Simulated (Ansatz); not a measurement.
**Geometry relaxation of WSi$_{2}$ (part 2 of 2)**

The same run, continued: WSi$_{2}$ (I4/mmm, 3 atoms in the cell); DFT PBEsol, scalar-relativistic, plane waves, PAW, no spin polarisation (Ansatz 0.2.0); cutoff 420 eV, 18×18×18 k-mesh, Gaussian smearing of 0.1 eV. The structure derives from an entry of the Crystallography Open Database.

Geometry of the input (Å; fractional positions):
```
-1.6060  1.6060  3.9400
1.6060  -1.6060  3.9400
1.6060  1.6060  -3.9400
Si 0.3330  0.3330  -0.0000
Si 0.6670  0.6670  -0.0000
W  0.0000  0.0000  0.0000
```

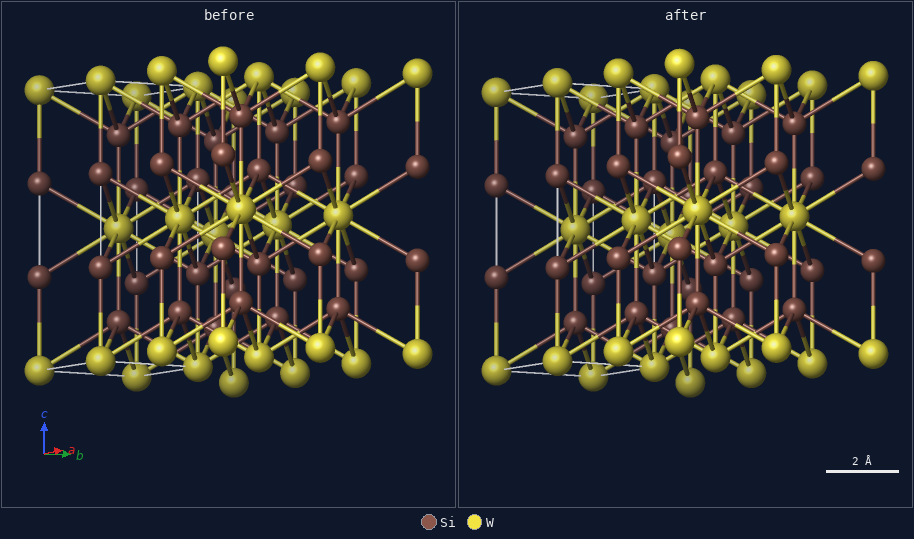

Figure 1. Before (left) and after (right) the relaxation, at one scale (ball-and-stick view of the cell 2 times as large as that of the calculation, set on its symmetry axes, repeated 3 × 2 × 1, seen at an oblique angle). After 3 geometry steps the energy has fallen by 11.1 meV per cell of the calculation. Largest force component: 0.27 eV/Å at the start, 0.0037 eV/Å at the end. Pressure: −3.54 GPa at the start and 0.00 GPa at the end. The largest moves relative to the cell, 0.012 Å, are those of Si1 and Si2. W stays in place. The drawn cell changes as follows: a = b 3.212 → 3.203 Å (−0.3 %), c 7.880 → 7.816 Å (−0.8 %); the volume changes by −1.4 %. Among the contacts that change: Si1–W3 2.625 → 2.608 Å. The space group stays I4/mmm (No. 139). A last SCF at the same geometry on a re-selected plane-wave basis shifts the energy by +0.2 meV per cell of the calculation. (Atoms are counted from 1 in the order of the input.)

```
basis re-selected at this cell: Δ(F+E_penalty+E_count) = +1.556e-4 eV, ΔP = -0.004 GPa vs the last step (what re-selecting the basis moved, of the pressure what is left beyond the Pulay correction that the steps carried, after the strain that the cell walked since its last selection, with what the two solves' SCF thresholds leave and, on support functions, any second-order correction that the steps lacked; it is no measure of the basis error at this ecutwfc). This SCF's stress stands 3.60e-3 GPa from its target on what of the cell is left free (relax.cell.stress_tol is 5.00e-2 GPa) and its largest allowed force component is 3.69e-3 eV/Å (relax.f_tol is 5.00e-3 eV/Å): within both
SCF converged after 4 iterations
Free energy (F): -11500.897235 eV
Harris-Foulkes:  -11500.897235 eV  (|F-HF|=0.00e0)
Internal energy: -11500.896350 eV  (E = F + TS)
E sigma→0 (E₀):  -11500.896793 eV
Entropy (-TS):   -0.000886 eV (-0.295 meV/atom)
Fermi energy:    16.808095 eV
--- Per-component energies (eV) ---
  E_band       = -78.923632
  E_kinetic    = 542.441930
  E_local      = -944.157221  (includes V_loc(G=0)·N_el)
  E_nonlocal   = 53.593222
  E_hartree    = 370.670364
  E_xc         = -379.880038
  E_vxc        = -339.292221  (∫ρ·V_xc dr)
  E_paw        = -9434.335184  (= ΣΔE_a)
  E_vpaw       = -132.849983  (= ΣTr[D̂ρ^β])
  E_aug_tail   = -0.000065  (compensation charges beyond the density's cutoff)
  E_ewald      = -1709.514271
  E_core_change = 0.284913  (= ΣΔE_core)
  E_smearing   = -0.000886  (= −TS)
  E_closure    = 0.000000  (closes the sum)
  Σ components = -11500.897235   (vs F -11500.897235, Δ=0.00e0)
--- Forces (eV/Å), atoms counted from 1 ---
  atom   1  Si     0.00000000    -0.00000000     0.00368601
  atom   2  Si    -0.00000000    -0.00000000    -0.00368601
  atom   3  W     -0.00000000     0.00000000     0.00000000
  max |Σ_I F_I| component: 9.71e-17 eV/Å
--- Stress (GPa, compression-positive) ---
        0.003600       0.000000      -0.000000
        0.000000       0.003600       0.000000
        0.000000       0.000000      -0.000951
  P = ⅓ Tr σ = 0.0021 GPa (0.021 kbar)
--- Band table (eV; the first three rows and the last of 480) ---
  k-point 0: bands = ["-56.9223", "-21.2325", "-21.1980", "-21.1980", "2.6659", "9.8920", "13.0790", "13.4091", "13.9451", "13.9451", "17.4351", "19.6299", "19.6828", "19.9433", "19.9433"]
  k-point 1: bands = ["-56.9218", "-21.2312", "-21.2048", "-21.2040", "2.7673", "9.9851", "12.7117", "13.4336", "13.6777", "14.3297", "16.9183", "19.4750", "20.0006", "20.0185", "20.0428"]
  k-point 2: bands = ["-56.9204", "-21.2274", "-21.2241", "-21.2210", "3.0670", "10.2489", "12.1803", "13.0421", "13.5105", "14.8476", "15.7997", "19.2642", "20.2161", "20.2562", "20.6451"]
  k-point 479: bands = ["-56.9222", "-21.2506", "-21.1993", "-21.1993", "4.9524", "5.7347", "12.8862", "14.1880", "15.9923", "15.9923", "16.2932", "16.2932", "17.6142", "21.3290", "21.7836"]
--- Relaxed structure (4 steps of the walk, 4 accepted, 1 SCFs on fresh bases) ---
  F+E_penalty+E_count = -11500.89723543 eV   max|allowed force component| = 3.686e-3 eV/Å   (the final SCF, on the basis selected at the relaxed cell)
  cell:  # Å, volume = 40.0791 Å³
    - [-1.6012497818752909, 1.6012497818752909, 3.9078662618311193]
    - [1.6012497818752909, -1.6012497818752909, 3.9078662618311193]
    - [1.6012497818752909, 1.6012497818752909, -3.9078662618311193]
  atoms:
    - { symbol: Si, position: [0.3344989446927723, 0.3344989446927723, 5.837186254703672e-35] }
    - { symbol: Si, position: [0.6655010553072276, 0.6655010553072276, 9.023380788278479e-35] }
    - { symbol: W, position: [2.935234307913379e-19, 2.935234307913378e-19, -6.932928076580762e-35] }
```

## Trajectory as extended XYZ (Å, eV, eV/Å), 5 frames, from step=1 to step=5
```
3
Lattice="-1.6060 1.6060 3.9400 1.6060 -1.6060 3.9400 1.6060 1.6060 -3.9400" Properties=species:S:1:pos:R:3:forces:R:3 step=1 energy=-11500.88630 pressure_GPa=-3.54
Si    0.0000    0.0000    2.6240    0.0000   0.0000   0.2746
Si    0.0000    0.0000    5.2560    0.0000   0.0000  -0.2746
W     0.0000    0.0000    0.0000    0.0000   0.0000   0.0000
3
Lattice="-1.5988 1.5988 3.8944 1.5988 -1.5988 3.8944 1.5988 1.5988 -3.8944" Properties=species:S:1:pos:R:3:forces:R:3 step=2 energy=-11500.89598 pressure_GPa=1.61
Si    0.0000    0.0000    2.6061    0.0000   0.0000  -0.0305
Si    0.0000    0.0000    5.1828    0.0000   0.0000   0.0305
W     0.0000    0.0000    0.0000    0.0000   0.0000   0.0000
3
Lattice="-1.6014 1.6014 3.9074 1.6014 -1.6014 3.9074 1.6014 1.6014 -3.9074" Properties=species:S:1:pos:R:3:forces:R:3 step=3 energy=-11500.89738 pressure_GPa=-0.02
Si    0.0000    0.0000    2.6135    0.0000   0.0000   0.0150
Si    0.0000    0.0000    5.2013    0.0000   0.0000  -0.0150
W     0.0000    0.0000    0.0000    0.0000   0.0000   0.0000
3
Lattice="-1.6013 1.6013 3.9079 1.6013 -1.6013 3.9079 1.6013 1.6013 -3.9079" Properties=species:S:1:pos:R:3:forces:R:3 step=4 energy=-11500.89739 pressure_GPa=0.01
Si    0.0000    0.0000    2.6144    0.0000   0.0000   0.0037
Si    0.0000    0.0000    5.2014    0.0000   0.0000  -0.0037
W     0.0000    0.0000    0.0000    0.0000   0.0000   0.0000
3
Lattice="-1.6013 1.6013 3.9079 1.6013 -1.6013 3.9079 1.6013 1.6013 -3.9079" Properties=species:S:1:pos:R:3:forces:R:3 step=5 energy=-11500.89724 pressure_GPa=0.00
Si    0.0000    0.0000    2.6144    0.0000   0.0000   0.0037
Si    0.0000    0.0000    5.2014    0.0000   0.0000  -0.0037
W     0.0000    0.0000    0.0000    0.0000   0.0000   0.0000
```

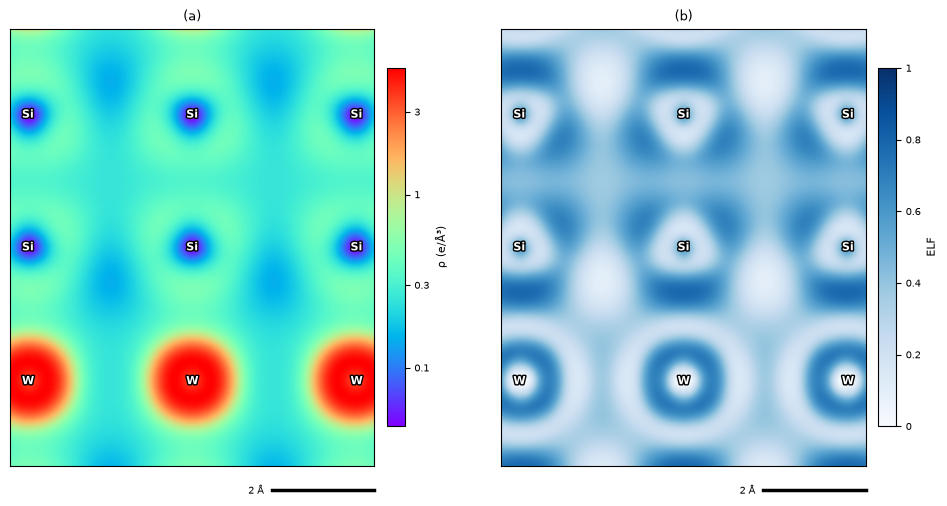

Figure 2. (a) valence pseudo-density; (b) electron localisation function on the (100) plane of the conventional cell. The section cuts through Si and W sites. Si–W (2.61 Å): ρ is about 0.42 e/Å³ halfway; the ELF is about 0.40 at the midpoint. Away from the nuclei the density in this plane falls to 0.15 e/Å³ at its lowest. The strong features right at W lie inside the PAW spheres (semicore, d or f shells) and say nothing about bonding. In a PAW calculation such maps are meaningful between the atoms, not at the nuclei.

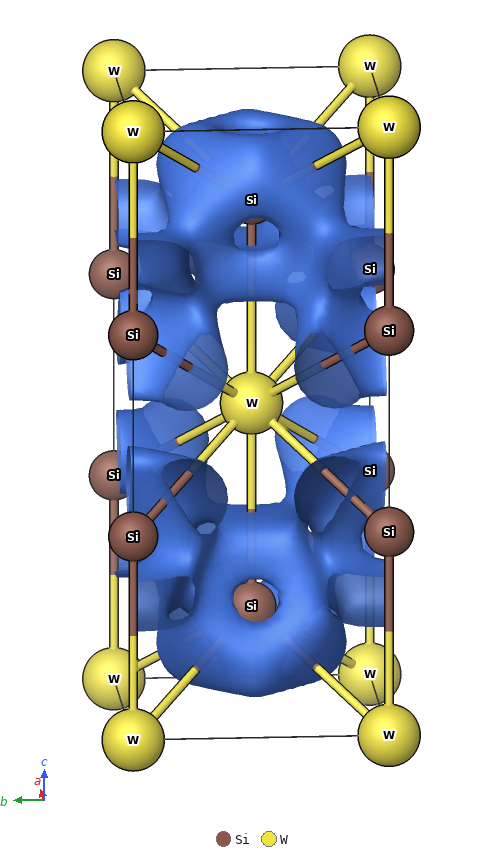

Figure 3. Isosurface of the electron localisation function at 0.55 (blue), seen at an oblique angle. Core shells and regions of very low density are left out. Sticks mark near contacts. The outline is the cell set on symmetry axes. The ELF exceeds this value in sheets that run through the cell in two directions, counted in one cell of 6 atoms.  Values along the shortest contacts: Si–W (2.61 Å): the ELF is about 0.45 at the midpoint.

## Key numbers

```json
{"quantity": "outcome", "value": "converged"}
{"quantity": "space group (tolerance 0.01 Å)", "value": "I4/mmm (139)"}
{"quantity": "electrons treated", "value": "22"}
{"quantity": "free energy", "value": "−11500.8972 eV"}
{"quantity": "Fermi energy", "value": "16.808 eV"}
{"quantity": "gap on the k-point mesh", "value": "none (metallic)"}
{"quantity": "pressure", "value": "0.00 GPa"}
{"quantity": "final volume", "value": "40.08 Å³"}
{"quantity": "largest force (length of the vector) at the end", "value": "0.004 eV/Å"}
{"quantity": "final cell", "value": "a = 4.517 Å, b = 4.517 Å, c = 4.517 Å, α = 138.47°, β = 138.47°, γ = 60.18°"}
{"quantity": "wall time", "value": "39 s (CPU time 77 s)"}
{"quantity": "peak memory", "value": "0.57 GiB"}
```

## Notes

Spin–orbit coupling is left out, which matters for W.
